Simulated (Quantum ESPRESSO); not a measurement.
**A series of single points on Si**

System: Si (I4/mmm, 4 atoms in the cell).
Method: Kohn-Sham DFT of a periodic cell, PBE, SSSP 1.3 efficiency PBE, no spin polarisation (Quantum ESPRESSO 7.5).

The 7 runs differ only in the geometry, by an even scaling of the cell at fixed fractional positions. The structure derives from a Materials Project entry.

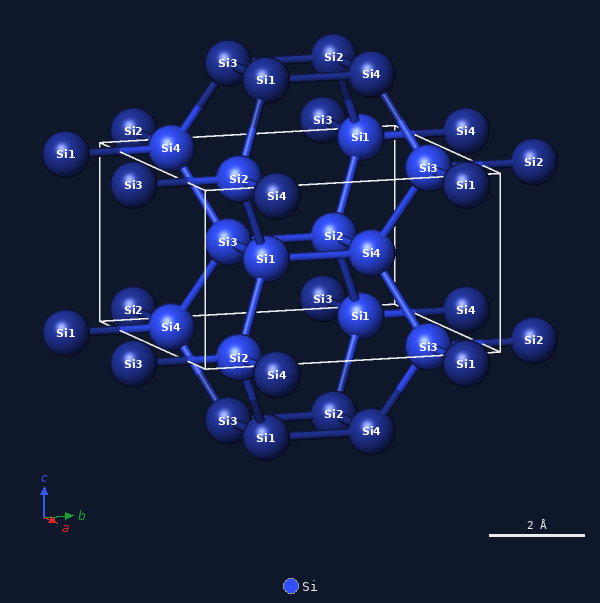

Figure 1. The structure of run 4 (ball-and-stick view of the cell 2 times as large as that of the calculation, set on its symmetry axes, seen slightly off an axis; neighbours outside the cell are drawn fainter; atoms are numbered from 1 in the order of the input).

## Input of run 4
```
&CONTROL
  calculation = 'scf'
  prefix = 'pwscf'
  outdir = './tmp'
  pseudo_dir = './pseudo'
  tprnfor = .true.
  tstress = .true.
  disk_io = 'low'
/
&SYSTEM
  ibrav = 0
  nat = 4
  ntyp = 1
  ecutwfc = 55
  ecutrho = 440
  nbnd = 14
  occupations = 'smearing'
  smearing = 'fd'
  degauss = 0.00367493
/
&ELECTRONS
  conv_thr = 8d-10
  electron_maxstep = 120
  mixing_beta = 0.5
/
ATOMIC_SPECIES
Si    28.0850 Si.pbe-n-rrkjus_psl.1.0.0.UPF
CELL_PARAMETERS angstrom
  -3.3254442900    3.3254442900    1.9223856600
   3.3254442900   -3.3254442900    1.9223856600
   3.3254442900    3.3254442900   -1.9223856600
ATOMIC_POSITIONS crystal
Si     0.8211989400    0.1788010600    0.0000000000
Si     0.1788010600    0.8211989400    0.0000000000
Si     0.8211989400    0.8211989400    0.6423978800
Si     0.1788010600    0.1788010600    0.3576021200
K_POINTS automatic
8 8 8 0 0 0
```

## File pp_density.in of run 4
```
&INPUTPP
  prefix = 'pwscf'
  outdir = './tmp'
  filplot = 'density.dat'
  plot_num = 0
/
&PLOT
  nfile = 1
  filepp(1) = 'density.dat'
  iflag = 3
  output_format = 6
  fileout = 'density.cube'
/
```

## File pp_potential.in of run 4
```
&INPUTPP
  prefix = 'pwscf'
  outdir = './tmp'
  filplot = 'potential.dat'
  plot_num = 11
/
&PLOT
  nfile = 1
  filepp(1) = 'potential.dat'
  iflag = 3
  output_format = 6
  fileout = 'potential.cube'
/
```

Command:
```bash
OMP_NUM_THREADS=1 pw.x -in pw.in > pw.out
OMP_NUM_THREADS=1 pp.x -in pp_density.in > pp_density.out
OMP_NUM_THREADS=1 pp.x -in pp_potential.in > pp_potential.out
```

Run 2 has the same physical settings and fractional positions; its lattice vectors (Å) are:
```
  -3.280500    3.280500    1.896404
   3.280500   -3.280500    1.896404
   3.280500    3.280500   -1.896404
```

## Results, with one run withheld

| run | volume per atom (Å³) | free energy per atom, from the lowest run given (meV) | pressure (GPa) | gap on the mesh (eV) |
| --- | --- | --- | --- | --- |
| 1 | 19.983 | 35.26 | 7.50 | 0.13 |
| 2 | 20.409 | ? | ? | ? |
| 3 | 20.834 | 7.27 | 3.19 | 0.26 |
| 4 | 21.259 | 1.30 | 1.34 | 0.26 |
| 5 | 21.684 | 0.00 | −0.33 | 0.26 |
| 6 | 22.109 | 2.89 | −1.83 | 0.26 |
| 7 | 22.534 | 9.57 | −3.18 | 0.26 |

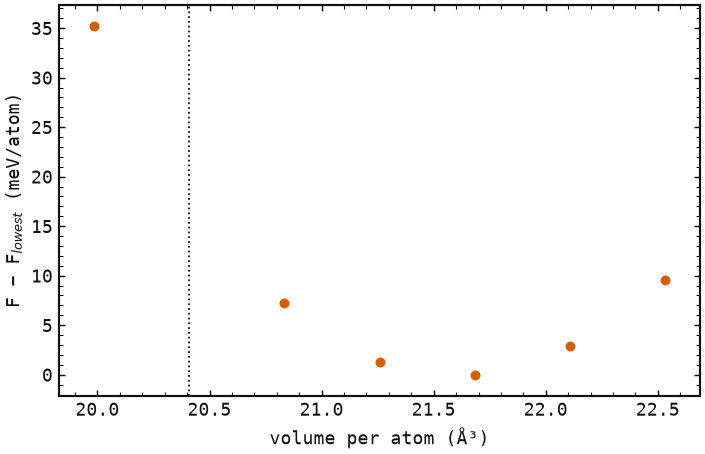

Figure 2. Free energy per atom of the runs given; the dotted line marks run 2.

Estimate the energy of run 2 from the others.

A cubic polynomial in V^(−2/3) (the Birch–Murnaghan form), fitted to the 6 runs given, misses them by at most 0.01 meV per atom. With x = V^(−2/3) − 0.12985 Å⁻², it reads F = 0.5261 + 1359.3 x + 7.4998e+05 x² + 5.5748e+05 x³ (meV per atom). At run 2 it gives 18.38 meV per atom, and the run itself gives 18.40. The slope of the fit gives a pressure −dF/dV of 5.23 GPa there, and the run prints 5.23 GPa. The fit has its minimum at 21.598 Å³ per atom, where V d²F/dV² gives 82.1 GPa. Cell shape and fractional positions are held, so this is the stiffness under even scaling; the relaxed bulk modulus wasn't computed. The gap on the mesh lies between 0.13 eV (run 1) and 0.26 eV (run 6); run 2 has 0.20 eV. These are gaps of this functional on this mesh, which can miss the band edges; they aren't the measured gap.

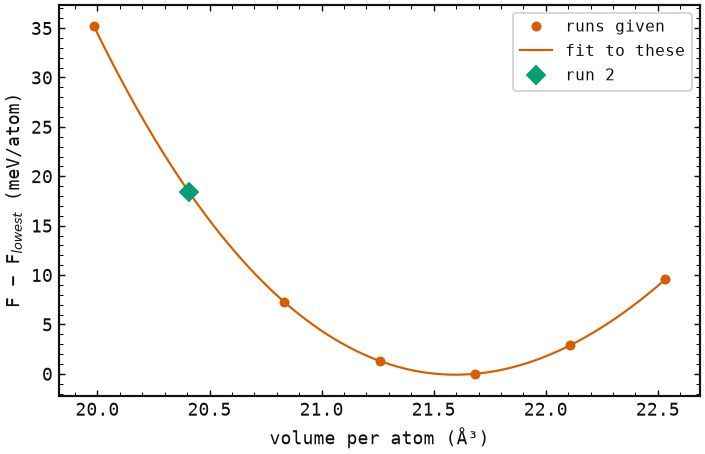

Figure 3. The fit and the withheld run.

## Some lines of the output (run 2)
```
[...]
     unit-cell volume          =     550.8936 (a.u.)^3
     number of k points=    59  Fermi-Dirac smearing, width (Ry)=  0.0037
     total energy              =     -45.64214865 Ry
     total energy              =     -45.64404117 Ry
     total energy              =     -45.64514260 Ry
     total energy              =     -45.64520668 Ry
     total energy              =     -45.64521201 Ry
     total energy              =     -45.64521243 Ry
     total energy              =     -45.64521246 Ry
     the Fermi energy is     6.3259 ev
!    total energy              =     -45.64521246 Ry
     The total energy is F=E-TS. E is the sum of the following terms:
     Computing stress (Cartesian axis) and pressure
          total   stress  (Ry/bohr**3)                   (kbar)     P=       52.34
```
